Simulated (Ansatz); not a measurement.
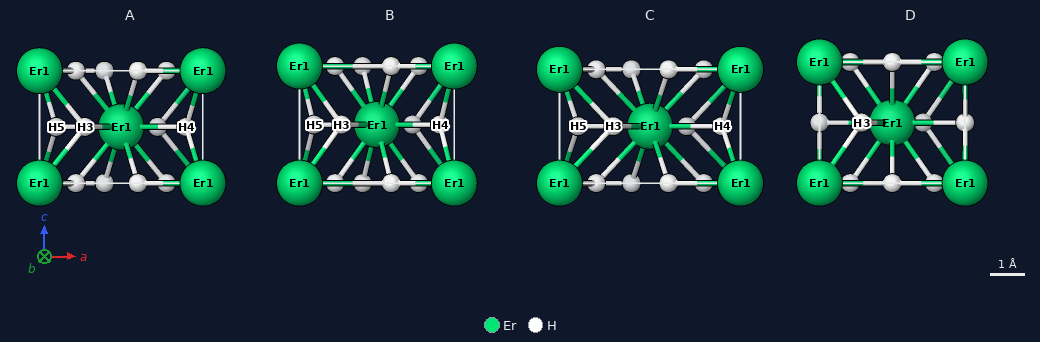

4 geometries from one relaxation of a crystal of ErH4 (a generated structure, set up in I4/m) (coarse preliminary run), in shuffled order. The picture is a ball-and-stick view of the conventional cell (2 times the calculation's cell), seen along the b axis. Lengths and directions refer to the drawn axes.

These are results of DFT PBE, scalar-relativistic, plane waves, PAW; 4f electrons in the core of a trivalent norm-conserving potential in Ansatz 0.2.0, not measurements. (plane-wave cutoff 770 eV; k-point mesh 6 × 6 × 6; occupations gaussian; smearing width 0.1 eV; no spin polarisation; cell and atoms relaxed; force threshold 0.04 eV/Å; at most 70 steps)

Order the frames from highest to lowest energy.

C, A, B, D. They are steps 0, 2, 3, 8, at +1.187 eV per cell of the calculation, +0.321 eV per cell of the calculation, +0.199 eV per cell of the calculation relative to the last. Over 7 accepted moves (8 points after the start) the energy falls by 1.187 eV per cell of the calculation. The largest force component goes from 0.5 to 0.0015 eV/Å. The pressure goes from −13.41 to −0.15 GPa. At 1 point the geometry stayed and the basis and grid were re-selected for the new cell (energy shift of 0.2 meV per cell of the calculation at most each time). The largest moves relative to the cell, 0.45 Å, are those of H atoms. Er stays in place. Cell: a = b 5.477 → 4.403 Å (−19.6 %), c 3.442 → 3.664 Å (+6.5 %). Volume −31.2 %. Some distances before and after: Er–H 3.482 → 2.390 Å, Er–Er 3.442 → 3.664 Å, Er–H 2.433 → 2.229 Å, Er–H 2.445 → 2.392 Å. New bonds form, among them: Er–H (3.48 → 2.39 Å). Among the angles between lasting bonds that change: Er–H–Er 90.0° → 110.5°, Er–H–Er 120.6° → 102.8°. The space group (tolerance 0.01 Å) goes from I4/m (No. 87) to I4/mmm (No. 139). The run took 29 s on 1 thread of Arm Neoverse V2, on a shared host, peak memory 0.35 GiB.
